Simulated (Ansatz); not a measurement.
```xyz
2
Lattice="2.9004 0.0000 0.0000 -1.4502 2.5119 0.0000 0.0000 0.0000 4.5910" Properties=species:S:1:pos:R:3 pbc="T T T"
Ti    0.0000    1.6746    1.1477
Ti    1.4502    0.8373    3.4432
```

Space group P6₃/mmc; computed without spin polarisation.

The calculation used DFT PBEsol, scalar-relativistic, plane waves, PAW (Ansatz 0.2.0).

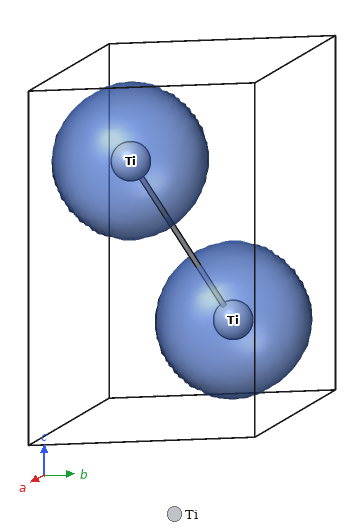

Ti. Isosurface of the valence electron density at 0.4 e/Å³ (blue), seen slightly off an axis. Sticks mark near contacts.

Q: How is the density connected at this value?

A: At this value the density breaks into separate islands; it holds about 75 % of the electrons treated as valence (semicore included). It bridges none of the near contacts. It is pinched off along the sampled Ti–Ti (2.84 Å) and Ti–Ti (2.90 Å) contacts. On the grid the lowest density along these lines, outside the cores, is 0.2 e/Å³ (Ti–Ti, 2.84 Å) and 0.2 e/Å³ (Ti–Ti, 2.90 Å).
